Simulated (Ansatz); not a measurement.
Single-point calculation, with input and output: Mo

System: Mo (Cmcm, 2 atoms in the cell).
Method: DFT PBEsol, scalar-relativistic, plane waves, PAW, no spin polarisation (Ansatz 0.2.0).

The structure derives from an entry of the Crystallography Open Database. It belongs to a series of runs on one base structure; here: mode 5 (197.0 1/cm) frozen in, largest displacement +0.225 A. Figures and captions count atoms from 1; the log counts them from 0 in places.

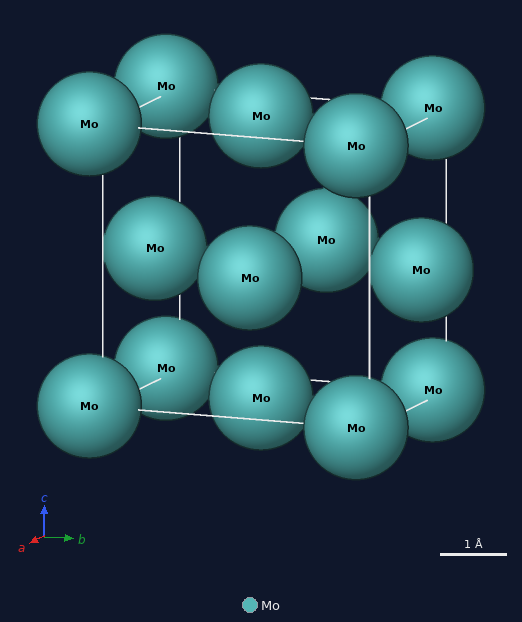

The structure as given in the input (spheres-only view of the cell 2 times as large as that of the calculation, set on its symmetry axes, seen slightly off an axis). An atom can appear more than once, as a periodic image.

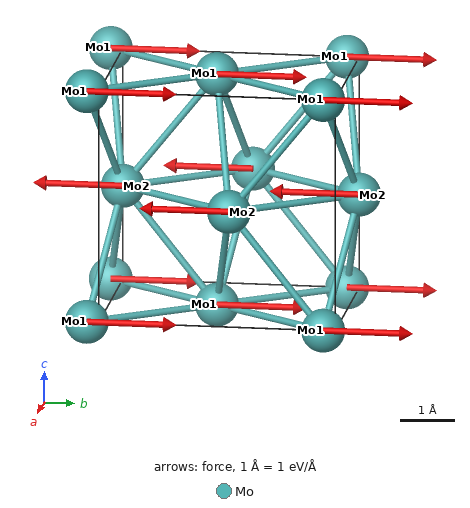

Forces on the atoms as red arrows (ball-and-stick view of the cell 2 times as large as that of the calculation, set on its symmetry axes, seen at an oblique angle; atoms are numbered from 1 in the order of the input). The largest act on Mo1, Mo2 (1.68 eV/Å). The geometry is not a stationary point of this energy.

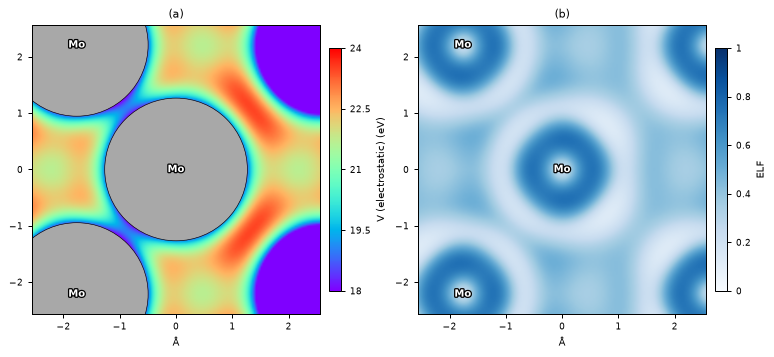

(a) electrostatic potential energy of an electron; (b) electron localisation function on the (100) plane of the conventional cell. Grey discs, where drawn, cover atomic cores. Mo–Mo (2.83 Å): the ELF is about 0.30 at the midpoint (no shared electron pair). The strong features right at Mo lie inside the PAW spheres (semicore, d or f shells) and say nothing about bonding. Outside the cores the potential energy rises away from the atoms and is highest about 1.7 Å from the nearest atoms; outside the discs it spans about 5 eV, and its zero is arbitrary. In a PAW calculation such maps are meaningful between the atoms, not at the nuclei.

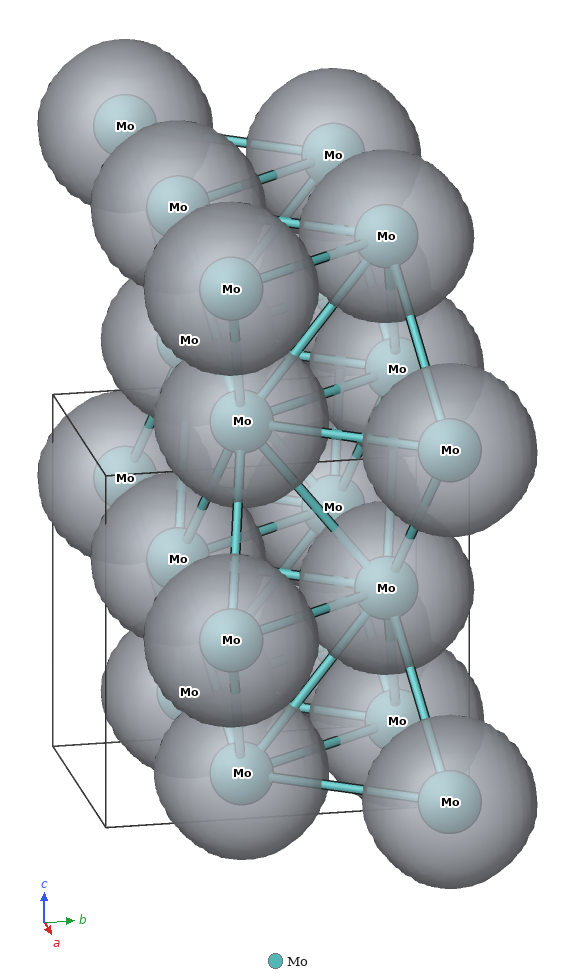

Isosurface of the valence pseudo-density at 0.6 e/Å³ (grey), seen at an oblique angle. Sticks mark near contacts. The outline is the cell set on symmetry axes. At this value the density breaks into separate islands; it holds about 75 % of the electrons treated as valence (semicore included). It is pinched off along the Mo–Mo (2.71 Å) and Mo–Mo (2.83 Å) contacts. On the grid the lowest density along these lines, outside the cores, is 0.39 e/Å³ (Mo–Mo, 2.71 Å) and 0.34 e/Å³ (Mo–Mo, 2.83 Å).

The input that produced these results follows, with the program's output.

### The input
```yaml
crystal:
  lattice:
    - [-1.5646534271, 1.5646534271, 1.5646534271]
    - [1.5646534271, -1.5646534271, 1.5646534271]
    - [3.1293068543, 3.1293068543, 0.0]
  atoms:
    - { symbol: Mo, position: [-0.0508416187, 0.0508416187, 0.0] }
    - { symbol: Mo, position: [0.5508416187, 0.4491583813, 0.5] }
basis:
  ecutwfc: 420
kpoints:
  mp_grid: { grid: [24, 24, 14] }
hamiltonian:
  xc: pbesol
scf:
  occupations: { method: gaussian, width: 0.15 }
output:
  forces: true
  stress: true
  eigenvalues: true
  write_density: true
  write_potential: true
  elf: true
  volumetric_format: npy
```

Command:
```bash
ansatz run input.yaml --threads 2 --pin off --max-ram 5120MiB --backend cpu --events-out ev --progress --plain --runs-dir out
```

### Log
```
Engine: ansatz 0.2.0, aarch64-unknown-linux-gnu
Pseudopotentials: kind: paw
Pseudopotential: Mo, paw, valence charge 14, recommended cutoff 420 eV (normal), Mo.paw.azcp
Functional definition: PBEsol
  exchange = pbesol_x
  correlation = pbesol_c
Crystal: 2 atoms, lattice volume = 30.644 Å³
Basis set: ecut = 420 eV, 609 PW (Γ), exchange–correlation on 40×40×60 points (8 copies of the dense FFT grid, shifted against one another)
Bands: 18, of which v1, the nominal top of the filled ones, is band 14 counted from 1 (13 counted from 0)
Symmetry: 8 space group operations
Space group: Cmcm (ITA 63), of the structure as read, at distance tolerance 3.1e-5 Å
k-points: 1256 of 8064
Non-local potential: Mo, projectors of the file, l = 0: 3, l = 1: 2, l = 2: 2, l = 3: 1
PAW form: soft (Blöchl's): semilocal exchange-correlation on the pseudo side does not see the compensation charge
PAW frozen core: Mo, regenerated for the run's functional, and the local potential with it (the file was generated under x = pbe(κ = 0.804, μ = 0.2195149727645171), c = pbe(β = 0.06672455060314922))
PAW one-centre angular grid: Mo, 590 points (default); XC on 64 Gauss nodes
Initial density: superposition of atomic densities (neutral atoms: chi_scale 0, normalization atom), corrected by the library's trained network
Initial wavefunctions: pseudopotential atomic-orbital guess
Functional: x = pbesol(κ = 0.804, μ = 0.12345679012345678), c = pbesol(β = 0.046)
SCF iter   1: F=—  HF=-9794.418348 eV  |F-HF|=—  |Δ(HF+E_count)|=         —  Δρ=5.58e-3  dr2=3.91e-3  ethr=1.77e-3  ⟨swp⟩=5.1  Hψ=100184  notcnv=0
preconditioner: auto → none  [metal: Δε(μ)=0.005 eV  Ē_g=4.712 eV  σ=0.150 eV  W_gap=0.02  n_scr=6 (ndim 8)  ℏωp=23.2 eV  f_vac=0.000  D(μ)=1.99/eV (n_scr^D=22)  sad-step TF]
SCF iter   2: F=—  HF=-9794.417373 eV  |F-HF|=—  |Δ(HF+E_count)|=   9.75e-4  Δρ=3.05e-3  dr2=1.08e-3  ethr=1.40e-5  ⟨swp⟩=2.1  Hψ=46196  notcnv=0
SCF iter   3: F=—  HF=-9794.417266 eV  |F-HF|=—  |Δ(HF+E_count)|=   1.07e-4  Δρ=4.20e-4  dr2=3.99e-5  ethr=3.85e-6  ⟨swp⟩=2.0  Hψ=29148  notcnv=0
SCF iter   4: F=—  HF=-9794.417276 eV  |F-HF|=—  |Δ(HF+E_count)|=   1.00e-5  Δρ=6.73e-5  dr2=3.63e-7  ethr=1.42e-7  ⟨swp⟩=2.3  Hψ=37810  notcnv=0
iter 5 did not close the SCF: its close was put off for the readings that it lacked (scf_convergence_deferred on its scf_iter line)
SCF iter   5: F=-9794.417277 eV  HF=-9794.417277 eV  |F-HF|=6.97e-8  |Δ(HF+E_count)|=   3.08e-7  Δρ=1.93e-5  dr2=8.58e-8  ethr=1.30e-9  ⟨swp⟩=2.0  Hψ=40230  notcnv=0
SCF iter   6: F=-9794.417277 eV  HF=-9794.417277 eV  |F-HF|=4.37e-9  |Δ(HF+E_count)|=   3.32e-8  Δρ=5.40e-6  dr2=5.67e-9  ethr=3.06e-10  ⟨swp⟩=5.6  Hψ=137993  notcnv=0
SCF 1 converged in 6 iterations: F = -9794.417277 eV  dr2 = 5.67e-9
  greatest PAW one-centre occupation: 0.999 electrons in one spin orbital (limit 2), on the Mo atom at site 1 (counted from 0), in its partial waves of l = 0
SCF converged after 6 iterations
Free energy (F): -9794.417277 eV
Harris-Foulkes:  -9794.417277 eV  (|F-HF|=4.37e-9)
Internal energy: -9794.394675 eV  (E = F + TS)
E sigma→0 (E₀):  -9794.405976 eV
Entropy (-TS):   -0.022601 eV (-11.301 meV/atom)
Fermi energy:    21.318921 eV
--- Per-component energies (eV) ---
  E_band       = -97.662925
  E_kinetic    = 884.460636
  E_local      = -1548.606524  (includes V_loc(G=0)·N_el)
  E_nonlocal   = 290.072679
  E_hartree    = 512.560451
  E_xc         = -365.495317
  E_vxc        = -457.864081  (∫ρ·V_xc dr)
  E_paw        = -6288.007831  (= ΣΔE_a)
  E_vpaw       = -290.843699  (= ΣTr[D̂ρ^β])
  E_aug_tail   = 0.000079  (compensation charges beyond the density's cutoff)
  E_ewald      = -3279.797448
  E_core_change = 0.418599  (= ΣΔE_core)
  E_smearing   = -0.022601  (= −TS)
  E_closure    = 0.000000  (closes the sum)
  Σ components = -9794.417277   (vs F -9794.417277, Δ=0.00e0)
--- Forces (eV/Å), atoms counted from 1 ---
  atom   1  Mo    -1.19110970     1.19110970     0.00000000
  atom   2  Mo     1.19110970    -1.19110970    -0.00000000
  max |Σ_I F_I| component: 0.00e0 eV/Å
--- Stress (GPa, compression-positive) ---
        4.793612       9.447114       0.000000
        9.447114       4.793612       0.000000
        0.000000      -0.000000       0.025597
  P = ⅓ Tr σ = 3.2043 GPa (32.043 kbar)
--- Band table (eV; the first three rows and the last of 1256) ---
  k-point 0: bands = ["-39.6674", "-39.3745", "-14.3999", "-13.3368", "-12.9900", "-12.9637", "-12.8750", "-12.8586", "14.1404", "16.0449", "18.1379", "19.7918", "20.4899", "20.5832", "22.5074", "22.7620", "22.9133", "23.1861"]
  k-point 1: bands = ["-39.6638", "-39.3782", "-14.3820", "-13.3322", "-12.9890", "-12.9685", "-12.8949", "-12.8602", "14.1992", "16.0666", "18.1417", "19.7545", "20.4629", "20.6486", "22.3707", "22.8395", "22.8788", "23.0688"]
  k-point 2: bands = ["-39.6532", "-39.3893", "-14.3293", "-13.3188", "-12.9902", "-12.9827", "-12.9494", "-12.8649", "14.3721", "16.1281", "18.1571", "19.6480", "20.3821", "20.8392", "22.1643", "22.5826", "22.6559", "23.2036"]
  k-point 1255: bands = ["-39.2745", "-39.2745", "-14.2924", "-14.2924", "-13.6739", "-13.6739", "-13.3197", "-13.3197", "16.5392", "16.5392", "18.1877", "18.1877", "20.7143", "20.7143", "22.5305", "22.5305", "26.0204", "26.0204"]
```

### Results in brief

| quantity | value |
| --- | --- |
| outcome | converged |
| space group (tolerance 0.01 Å) | Cmcm (63) |
| electrons treated | 28 |
| free energy | −9794.4173 eV |
| Fermi energy | 21.319 eV |
| gap on the k-point mesh | none (metallic) |
| pressure | 3.20 GPa |
| largest force (length of the vector) | 1.684 eV/Å |
| hardware | 2 threads of Arm Neoverse V1, 24 GiB of memory available, shared host |
| wall time | 22 s (CPU time 44 s) |
| peak memory | 0.76 GiB |
